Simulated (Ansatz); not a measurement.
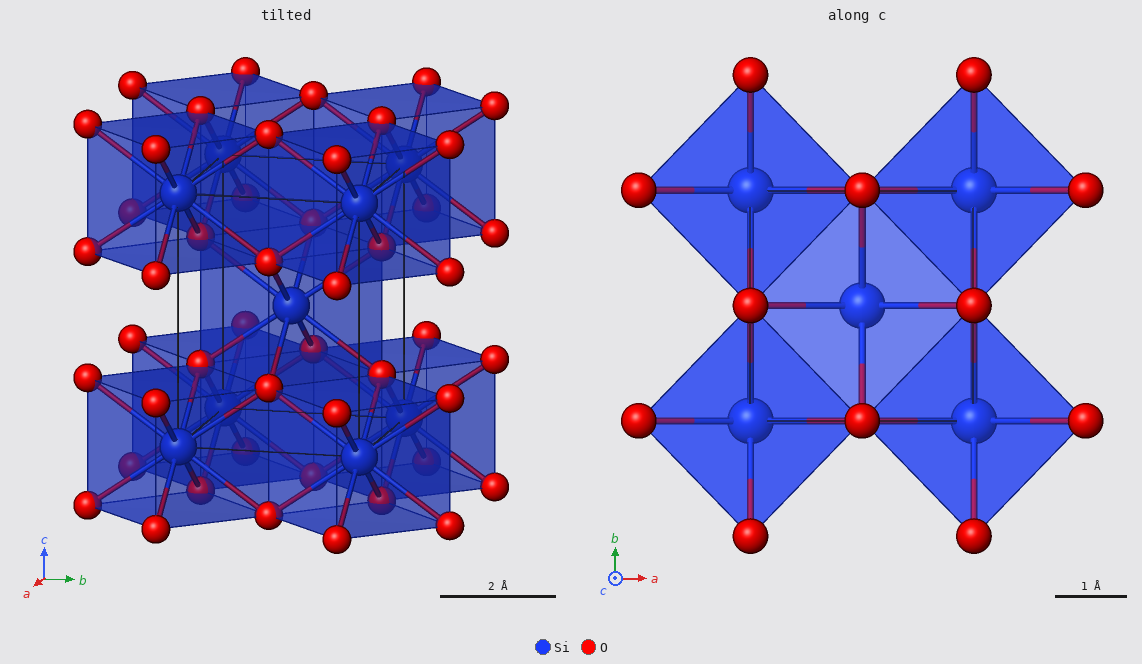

The image is a polyhedral drawing of a crystal, viewed slightly off an axis and along the c axis. Thin lines show the conventional unit cell, with boundary atoms drawn in all their periodic places. Some atoms of the next cells are drawn as well.

SiO2, space group Immm (No. 71), a = 3.151 Å, b = 3.253 Å, c = 4.528 Å, α = 90.00°, β = 90.00°, γ = 90.00°. Its origin is a structure type filled with these elements by a generator (whether the compound takes this form wasn't checked). The cell was then strained or its atoms displaced on purpose. A calculation with Ansatz used it as input.

This one geometry was computed with Ansatz (DFT, plane waves, PAW) at three levels of theory: r2SCAN, PBE and HSE06. It was relaxed with r2SCAN and then strained.

### Which level gives the highest pressure at this volume, and what does that say about its equilibrium volume?

Highest: PBE (10.2 GPa), which points to the largest equilibrium volume. Lowest, with the smallest volume: HSE06 (-3.9 GPa). Levels within 0.5 GPa of each other can't be told apart.

### How does the band gap change with the level of theory?

PBE: a gap of 2.11 eV, direct; r2SCAN: a gap of 2.74 eV, direct; HSE06: a gap of 3.62 eV, direct.

### Collect the results in a table.

| level | cutoff (eV) | k-mesh of the run's cell | gap (eV) | pressure (GPa) |
| --- | --- | --- | --- | --- |
| r2SCAN | 500 | 10×10×10 | 2.74 | 0.3 |
| PBE | 420 | 10×10×10 | 2.11 | 10.2 |
| HSE06 | 420 | 6×6×6 | 3.62 | -3.9 |

Gaps are taken on the k-mesh or band path of each run.
